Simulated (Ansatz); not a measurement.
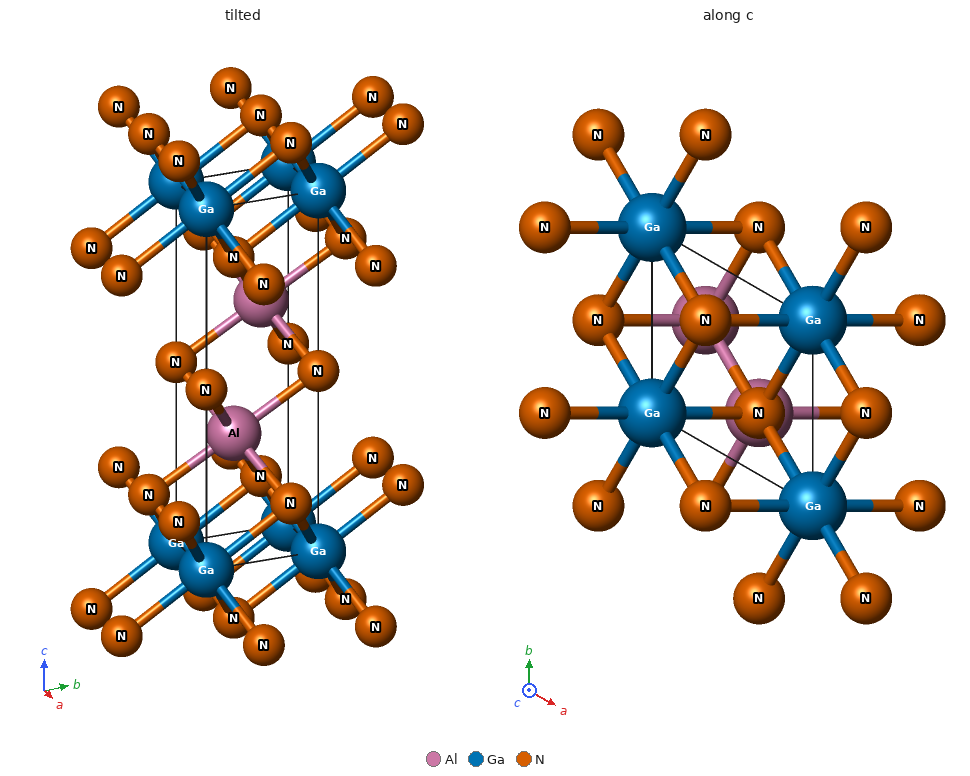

An orthographic ball-and-stick view of the structure, slightly off an axis and along the c axis. The edges of the conventional unit cell are marked. Some atoms of the next cells are drawn as well.

Al2GaN3, space group P-3m1 (No. 164), a = 2.89 Å, b = 2.89 Å, c = 7.10 Å, α = 90.00°, β = 90.00°, γ = 120.00°.

The numbers come from DFT, r2SCAN+rVV10, plane waves, PAW in Ansatz, using plane waves up to 500 eV, k-point mesh 12×12×4, Fermi-Dirac smearing of 0.03 eV, no spin polarisation.

### What is the electronic character?

An insulator at this level, with a gap of 3.65 eV, indirect; the smallest direct gap is 4.82 eV.

### What pressure does the calculation give for this cell?

The computed pressure is 0.0 GPa, close to zero.

It goes back to a structure type filled with these elements by a generator (whether the compound takes this form wasn't checked). Earlier steps of the study may have refined or changed the cell and positions. It was the input of a calculation with Ansatz.
